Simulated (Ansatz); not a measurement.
## B$_{31}$HN$_{32}$ (charge −1): geometry relaxation (part 4 of 4)

The same run, continued: B$_{31}$HN$_{32}$ (defect cell, 64 atoms in the cell, total charge −1); DFT PBE+D3(BJ), scalar-relativistic, plane waves, PAW, spin-polarised (Ansatz 0.2.0); cutoff 420 eV, 2×2×2 k-mesh, Gaussian smearing of 0.01 eV, collinear spins. The structure derives from an entry of the Crystallography Open Database.

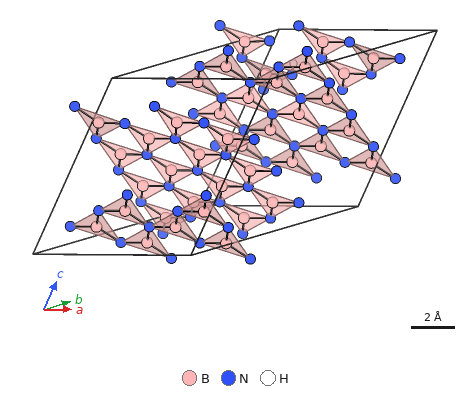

Figure 1. The geometry at step 4 of the log (polyhedral view of the cell of the calculation, seen at an oblique angle; polyhedra are completed across the faces of the cell).

Trajectory as extended XYZ, continued
```
64
Lattice="0.0000 8.6825 0.0000 5.0129 4.3413 -6.6141 -5.0129 4.3413 -6.6141" Properties=species:S:1:pos:R:3:forces:R:3 step=3 energy=-17213.44202
B    -2.4850    5.7669   -4.9622    0.0122   0.0168  -0.0009
B    -3.7920    7.9277   -4.9612    0.0198   0.0232   0.0007
B     0.0047    5.7839   -4.9610    0.0002   0.0039   0.0000
B    -0.0032   14.4786  -11.5753    0.0037  -0.0038   0.0001
B    -1.2672    7.9435   -4.9611    0.0065   0.0104  -0.0002
B    -2.5060   10.1081   -4.9613   -0.0019   0.0048  -0.0001
B    -3.7319    3.5975   -4.9622    0.0053  -0.0454  -0.0009
B     2.5094    5.8001   -4.9605   -0.0071   0.0107  -0.0007
B     1.2422    7.9631   -4.9607   -0.0004   0.0044   0.0002
B    -0.0033   10.1233   -4.9610   -0.0056   0.0067   0.0003
B    -1.2422    3.6040   -4.9614   -0.0026  -0.0007   0.0001
B     3.7474    7.9639   -4.9606   -0.0232  -0.0074  -0.0006
B     2.5022   10.1449   -4.9609   -0.0012  -0.0015   0.0002
B     1.2580    3.6219   -4.9609   -0.0007  -0.0025   0.0002
B     3.7758    3.6585   -4.9611   -0.0210  -0.0445   0.0002
B     1.2513    9.4122   -8.2843    0.0003  -0.0010  -0.0058
B    -1.2541    5.0694   -1.6500    0.0010   0.0009  -0.0003
B     2.5061   11.5823   -8.2694    0.0003  -0.0006   0.0003
B     1.2535    5.0696   -1.6530   -0.0012   0.0006   0.0017
B     1.2535   13.7521   -8.2686   -0.0014   0.0008  -0.0022
B    -0.0007    7.2412   -1.6455    0.0018   0.0004   0.0029
B    -1.2524    9.4124   -1.6303    0.0009   0.0021   0.0063
B     2.5060    7.2406   -8.2615   -0.0015   0.0009   0.0007
B    -1.2524    9.4124   -8.2915    0.0011   0.0021  -0.0068
B    -2.5068   11.5818   -8.2742   -0.0011   0.0008  -0.0019
B     1.2513    9.4122   -1.6376    0.0002  -0.0010   0.0060
B    -0.0005    2.8980   -1.6309   -0.0016   0.0000   0.0050
B    -0.0005   11.5806   -8.2909   -0.0015   0.0001  -0.0052
B    -1.2541   13.7519   -8.2717    0.0011   0.0008  -0.0004
B    -2.5068    7.2411   -8.2665    0.0002  -0.0008  -0.0008
B    -0.0007    7.2412   -8.2763    0.0018   0.0003  -0.0033
N    -0.0002   10.1348   -8.2818    0.0014  -0.0004   0.0150
N     2.5061   10.1349   -8.2722    0.0002   0.0009   0.0035
N     1.2530   12.3054   -8.2731    0.0003  -0.0008  -0.0014
N    -0.0005    5.7934   -1.6509   -0.0003   0.0001   0.0007
N    -0.0005    5.7934   -8.2709   -0.0004   0.0001  -0.0002
N    -1.2535    7.9643   -1.6456   -0.0009  -0.0020  -0.0016
N     2.5057    5.7937   -8.2604   -0.0013   0.0013  -0.0032
N     1.2525    7.9643   -8.2735    0.0014  -0.0028   0.0038
N    -2.5071   10.1350   -8.2754   -0.0014   0.0013   0.0033
N     1.2525    7.9642   -1.6483    0.0009  -0.0028  -0.0036
N    -0.0002    1.4523   -1.6402    0.0010  -0.0003  -0.0138
N    -1.2540    3.6229   -1.6468   -0.0010   0.0002   0.0000
N    -1.2540   12.3055   -8.2748   -0.0005  -0.0001  -0.0002
N    -2.5067    5.7937   -8.2638    0.0006   0.0009  -0.0037
N     1.2530    3.6229   -1.6486    0.0001  -0.0003   0.0015
N    -1.2535    7.9643   -8.2762   -0.0006  -0.0023   0.0017
N    -3.6650    5.0031   -4.9637    0.0477   0.0022   0.0019
N    -1.2296    5.0498   -4.9615   -0.0108  -0.0034   0.0007
N    -2.5117    7.2201   -4.9615   -0.0121  -0.0005   0.0002
N     1.2427    5.0652   -4.9606   -0.0020   0.0039  -0.0002
N    -3.7641    9.4018   -4.9613   -0.0097  -0.0067   0.0001
N    -0.0096    7.2326   -4.9609    0.0001  -0.0017   0.0000
N    -1.2526    9.3913   -4.9611    0.0016  -0.0092   0.0000
N    -2.4840   11.5471   -4.9616   -0.0002  -0.0013   0.0007
N     3.6865    5.0632   -4.9607    0.0288   0.0067   0.0003
N     2.4793    7.2528   -4.9604    0.0079   0.0002  -0.0002
N     1.2469    9.4125   -4.9608    0.0079  -0.0060  -0.0002
N     0.0070   11.5678   -4.9611    0.0033   0.0010  -0.0001
N    -0.0406   11.6477  -11.5749    0.0241  -0.0055   0.0001
N     3.7468    9.4288   -4.9608    0.0020   0.0082   0.0000
N     2.5064   11.5870   -4.9609    0.0034  -0.0086  -0.0002
N     0.0098   15.9230  -11.5757   -0.0034   0.0005   0.0005
H     0.4574    9.8545  -11.5775   -0.0726   0.0456  -0.0002
64
Lattice="0.0000 8.6825 0.0000 5.0129 4.3413 -6.6141 -5.0129 4.3413 -6.6141" Properties=species:S:1:pos:R:3:forces:R:3 step=4 energy=-17213.44232
B    -2.4853    5.7680   -4.9616   -0.0069  -0.0034   0.0000
B    -3.7908    7.9293   -4.9610    0.0007  -0.0028  -0.0005
B     0.0044    5.7842   -4.9610    0.0015  -0.0017   0.0000
B    -0.0033   14.4783  -11.5752   -0.0013   0.0009   0.0001
B    -1.2667    7.9442   -4.9611   -0.0002   0.0011   0.0001
B    -2.5060   10.1087   -4.9610    0.0021  -0.0006  -0.0001
B    -3.7324    3.5974   -4.9617   -0.0033   0.0099   0.0001
B     2.5097    5.7997   -4.9608    0.0020  -0.0007   0.0001
B     1.2425    7.9630   -4.9610   -0.0002  -0.0003   0.0000
B    -0.0033   10.1237   -4.9611   -0.0006   0.0009   0.0001
B    -1.2427    3.6045   -4.9611    0.0011   0.0009  -0.0001
B     3.7476    7.9635   -4.9608   -0.0040  -0.0042   0.0001
B     2.5020   10.1442   -4.9611   -0.0001  -0.0008   0.0001
B     1.2577    3.6219   -4.9610   -0.0009   0.0010   0.0001
B     3.7747    3.6565   -4.9610   -0.0002   0.0031  -0.0004
B     1.2515    9.4120   -8.2829    0.0006  -0.0003   0.0024
B    -1.2539    5.0692   -1.6489   -0.0004   0.0002   0.0006
B     2.5062   11.5821   -8.2690    0.0000  -0.0001  -0.0004
B     1.2536    5.0695   -1.6519    0.0000   0.0000   0.0005
B     1.2536   13.7520   -8.2699   -0.0001   0.0001  -0.0006
B    -0.0005    7.2410   -1.6455    0.0001   0.0007   0.0003
B    -1.2523    9.4122   -1.6318    0.0002   0.0001  -0.0011
B     2.5061    7.2404   -8.2617   -0.0002   0.0002  -0.0003
B    -1.2523    9.4122   -8.2902    0.0000  -0.0001   0.0009
B    -2.5067   11.5816   -8.2744   -0.0002   0.0002   0.0002
B     1.2515    9.4120   -1.6390    0.0003  -0.0003  -0.0031
B    -0.0004    2.8979   -1.6315   -0.0001  -0.0001  -0.0007
B    -0.0004   11.5804   -8.2905   -0.0001   0.0003   0.0005
B    -1.2539   13.7517   -8.2730   -0.0004   0.0002  -0.0009
B    -2.5067    7.2409   -8.2670   -0.0001  -0.0003   0.0003
B    -0.0005    7.2410   -8.2765    0.0000   0.0005  -0.0005
N     0.0000   10.1346   -8.2786    0.0000  -0.0001  -0.0007
N     2.5063   10.1348   -8.2705   -0.0008  -0.0005  -0.0013
N     1.2531   12.3052   -8.2737   -0.0004  -0.0008  -0.0010
N    -0.0004    5.7932   -1.6497    0.0004   0.0000  -0.0009
N    -0.0003    5.7932   -8.2723   -0.0001  -0.0001   0.0009
N    -1.2534    7.9640   -1.6463    0.0008   0.0004   0.0018
N     2.5058    5.7936   -8.2620    0.0001  -0.0004   0.0010
N     1.2527    7.9640   -8.2725   -0.0004   0.0009  -0.0014
N    -2.5070   10.1348   -8.2740    0.0001  -0.0003  -0.0012
N     1.2526    7.9640   -1.6495   -0.0002   0.0009   0.0016
N     0.0000    1.4521   -1.6434    0.0006  -0.0002   0.0013
N    -1.2539    3.6227   -1.6465    0.0007  -0.0002   0.0007
N    -1.2539   12.3053   -8.2754    0.0002  -0.0001  -0.0008
N    -2.5065    5.7935   -8.2656   -0.0010  -0.0005   0.0015
N     1.2531    3.6227   -1.6482   -0.0001  -0.0009   0.0010
N    -1.2533    7.9640   -8.2757    0.0001   0.0004  -0.0019
N    -3.6659    5.0043   -4.9626   -0.0095   0.0100   0.0006
N    -1.2302    5.0503   -4.9611    0.0001  -0.0016  -0.0001
N    -2.5114    7.2212   -4.9613   -0.0003  -0.0004   0.0003
N     1.2425    5.0654   -4.9609   -0.0012  -0.0015  -0.0001
N    -3.7639    9.4025   -4.9611   -0.0026  -0.0016   0.0003
N    -0.0094    7.2328   -4.9611    0.0015  -0.0003   0.0002
N    -1.2526    9.3917   -4.9610    0.0008  -0.0004  -0.0001
N    -2.4843   11.5476   -4.9611    0.0005   0.0011  -0.0001
N     3.6867    5.0620   -4.9607    0.0038   0.0006  -0.0001
N     2.4798    7.2525   -4.9608    0.0020   0.0002  -0.0001
N     1.2468    9.4122   -4.9611   -0.0011  -0.0008   0.0002
N     0.0067   11.5682   -4.9611    0.0003  -0.0012   0.0002
N    -0.0393   11.6485  -11.5748    0.0037   0.0018   0.0000
N     3.7467    9.4286   -4.9610    0.0034   0.0009  -0.0001
N     2.5057   11.5861   -4.9611    0.0003  -0.0002   0.0003
N     0.0095   15.9225  -11.5754   -0.0017  -0.0011   0.0002
H     0.4544    9.8575  -11.5766    0.0105  -0.0088   0.0001
```

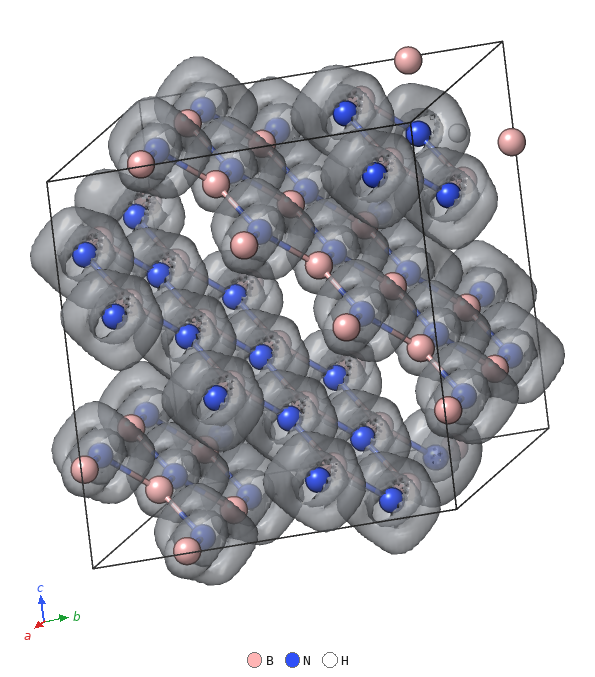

Figure 2. Isosurface of the electron localisation function at 0.75 (grey), seen slightly off an axis. Only the valence region is drawn (cores and ρ < 0.01 e/Å³ removed). Sticks mark near contacts. The outline is the calculation cell. Along the contacts the grid gives the following. B–N (1.39 Å): the ELF peaks at about 0.90 between the atoms (a shared but strongly polarised pair). In a PAW calculation such maps are meaningful between the atoms, not at the nuclei.

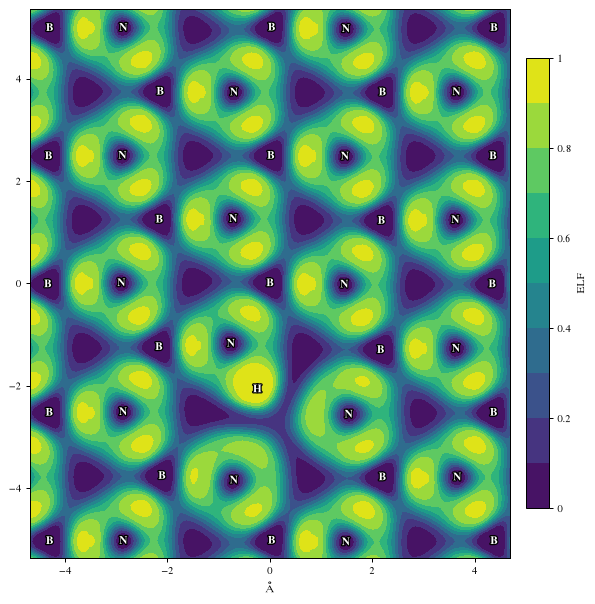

Figure 3. ELF on the (011) plane of the calculation cell. The section cuts through B, N and H sites. N–H (1.03 Å): the ELF climbs to about 1 towards the hydrogen (a covalent bond by its length). B–N (1.39 Å): the ELF peaks at about 0.90 between the atoms, which marks a polar covalent bond. B–N (1.47 Å): the ELF peaks at about 0.95 between the atoms, which marks a polar covalent bond.

This output came from the following input.

The input
```yaml
crystal:
  lattice:
    - [0.0, 8.6825123375, 0.0]
    - [5.0128508353, 4.3412561688, -6.6141239334]
    - [-5.0128508353, 4.3412561688, -6.6141239334]
  atoms:
    - { symbol: B, position: [0.2886725112, 0.1277026894, 0.6223983454] }
    - { symbol: B, position: [0.5384916404, -0.0013539856, 0.7512529614] }
    - { symbol: B, position: [0.2908776088, 0.3755549604, 0.3745048225] }
    - { symbol: B, position: [0.7917163056, 0.8751766699, 0.874779628] }
    - { symbol: B, position: [0.5396308367, 0.2491587458, 0.5008934209] }
    - { symbol: B, position: [0.7890461299, 0.1258518651, 0.6241587092] }
    - { symbol: B, position: [0.0387191714, 0.0037371781, 0.7463230109] }
    - { symbol: B, position: [0.2928772647, 0.6243233289, 0.125581601] }
    - { symbol: B, position: [0.541936332, 0.4986959589, 0.2513483459] }
    - { symbol: B, position: [0.7906289636, 0.3750788811, 0.374962556] }
    - { symbol: B, position: [0.0398218009, 0.2514567178, 0.4986107979] }
    - { symbol: B, position: [0.5425058181, 0.7480797406, 0.0017936527] }
    - { symbol: B, position: [0.792828387, 0.6243852392, 0.1256081689] }
    - { symbol: B, position: [0.0417190227, 0.5005977179, 0.2494007184] }
    - { symbol: B, position: [0.0440754715, 0.7515951065, -0.0017016773] }
    - { symbol: B, position: [0.4581937823, 0.7507742995, 0.5017175381] }
    - { symbol: B, position: [0.4593064083, -0.0003766301, 0.2505078197] }
    - { symbol: B, position: [0.7092178734, 0.8748006361, 0.3755646459] }
    - { symbol: B, position: [0.4593065806, 0.2496831411, 0.0003955984] }
    - { symbol: B, position: [0.9592643677, 0.7497226279, 0.500437854] }
    - { symbol: B, position: [0.7098816229, 0.1241444036, 0.1249687985] }
    - { symbol: B, position: [0.9606803778, -0.0015567437, 0.2490748314] }
    - { symbol: B, position: [0.2094188388, 0.8745300589, 0.3753709689] }
    - { symbol: B, position: [0.4580858532, 0.5010418173, 0.7516688313] }
    - { symbol: B, position: [0.7091987306, 0.3747502199, 0.8755883316] }
    - { symbol: B, position: [0.9605726559, 0.2483962018, -0.0006671644] }
    - { symbol: B, position: [0.2103817656, 0.1235023389, 0.1243028045] }
    - { symbol: B, position: [0.7080719583, 0.6258083144, 0.6266096179] }
    - { symbol: B, position: [0.959313015, 0.4996157273, 0.7504986759] }
    - { symbol: B, position: [0.2094675863, 0.374552821, 0.8753131511] }
    - { symbol: B, position: [0.2088656252, 0.6251603385, 0.6259855828] }
    - { symbol: "N", position: [0.5418194347, 0.6255110441, 0.6262689556] }
    - { symbol: "N", position: [0.5423693117, 0.8749962253, 0.3757680642] }
    - { symbol: "N", position: [0.7923601312, 0.7499814222, 0.5007398879] }
    - { symbol: "N", position: [0.5428118425, 0.1244814778, 0.1252722034] }
    - { symbol: "N", position: [0.0424321696, 0.6248615796, 0.6256518023] }
    - { symbol: "N", position: [0.7932196035, -0.0008777003, 0.2498655131] }
    - { symbol: "N", position: [0.0430630659, 0.8742663449, 0.3750782953] }
    - { symbol: "N", position: [0.2921216553, 0.7501572496, 0.5010068262] }
    - { symbol: "N", position: [0.5422874831, 0.3750412281, 0.8758538001] }
    - { symbol: "N", position: [0.793151959, 0.2491262601, -2.40739e-05] }
    - { symbol: "N", position: [0.0435009643, 0.123829802, 0.1245881948] }
    - { symbol: "N", position: [0.2929413121, -0.0006483173, 0.250209193] }
    - { symbol: "N", position: [0.7923861119, 0.4999063468, 0.7507646365] }
    - { symbol: "N", position: [0.0430085788, 0.3743571855, 0.875128467] }
    - { symbol: "N", position: [0.2929683594, 0.2493724055, 0.0001314919] }
    - { symbol: "N", position: [0.2920848244, 0.5002567787, 0.7509998682] }
    - { symbol: "N", position: [0.2005795291, 0.0097578651, 0.7404128793] }
    - { symbol: "N", position: [0.2063134152, 0.2525686341, 0.497521254] }
    - { symbol: "N", position: [0.4562378983, 0.124800841, 0.6252331148] }
    - { symbol: "N", position: [0.2081339768, 0.4993380471, 0.2506626125] }
    - { symbol: "N", position: [0.7071547259, 5.27654e-05, 0.7499097947] }
    - { symbol: "N", position: [0.4575346278, 0.3744838542, 0.3755922922] }
    - { symbol: "N", position: [0.7061850664, 0.2504782076, 0.4995496102] }
    - { symbol: "N", position: [0.9545076282, 0.127703645, 0.6223411276] }
    - { symbol: "N", position: [0.2074607945, 0.742834448, 0.0068686342] }
    - { symbol: "N", position: [0.4597242184, 0.6226745206, 0.1272933567] }
    - { symbol: "N", position: [0.7084822213, 0.4997280063, 0.2503126164] }
    - { symbol: "N", position: [0.9570809575, 0.3762267247, 0.3738124791] }
    - { symbol: "N", position: [0.4661709648, 0.871125934, 0.8785017562] }
    - { symbol: "N", position: [0.7102378294, 0.7488931391, 0.0010611816] }
    - { symbol: "N", position: [0.9589251808, 0.6253416864, 0.1246188772] }
    - { symbol: "N", position: [0.9579303993, 0.8762321144, 0.8737378417] }
    - { symbol: H, position: [0.2599437353, 0.9227165856, 0.8283834604], spin: 1.0 }
  host:
    lattice:
      - [2.5064254176, 0.0, 0.0]
      - [-1.2532127088, 2.1706280844, 0.0]
      - [0.0, 0.0, 6.6141239334]
    atoms:
      - { symbol: B, position: [0.3333333333, 0.6666666667, 0.25] }
      - { symbol: B, position: [0.6666666667, 0.3333333333, 0.75] }
      - { symbol: "N", position: [0.3333333333, 0.6666666667, 0.75] }
      - { symbol: "N", position: [0.6666666667, 0.3333333333, 0.25] }
total_charge: -1
basis:
  ecutwfc: 420
  xc_grid: 2
kpoints:
  mp_grid: { grid: [2, 2, 2], shift: [0.0, 0.0, 0.0] }
hamiltonian:
  xc: pbe
  dispersion: d3bj
scf:
  occupations: { method: gaussian, width: 0.01 }
output:
  forces: true
  stress: false
  eigenvalues: true
  populations: true
  charged_corrections:
    defect_position: [0.29166667, 0.875, 0.875]
    epsilon: [[6.5653, 0.0, 0.0], [0.0, 6.5653, 0.0], [0.0, 0.0, 3.1722]]
  write_density: true
  write_potential: true
  elf: true
  volumetric_format: npy
magnetization:
  spin_polarized: true
relax:
  adjacent_minimum: "off"
  f_tol: 0.025
  max_steps: 60
```

Launch command:
```bash
ansatz run input.yaml --threads 4 --pin off --max-ram 10240MiB --backend cpu --events-out ev --progress --plain --runs-dir out
```

Key numbers

```json
{"quantity": "outcome", "value": "converged"}
{"quantity": "electrons treated", "value": "255"}
{"quantity": "free energy", "value": "−17213.4423 eV"}
{"quantity": "Fermi energy", "value": "5.792 eV"}
{"quantity": "gap on the k-point mesh", "value": "1.07 eV"}
{"quantity": "net moment of the cell", "value": "1.00 μB"}
{"quantity": "integrated absolute moment", "value": "1.13 μB"}
{"quantity": "final volume", "value": "575.75 Å³"}
{"quantity": "largest force (length of the vector) at the end", "value": "0.014 eV/Å"}
{"quantity": "hardware", "value": "4 threads of Oxide Virtual Turin-like (Zen 5), 32 GiB of memory available, shared host"}
{"quantity": "wall time", "value": "2.4 min (CPU time 8.9 min)"}
{"quantity": "peak memory", "value": "3.2 GiB"}
```

The cell is charged and computed with a neutralising background, so its energy and pressure depend on the cell and aren't those of a real crystal.
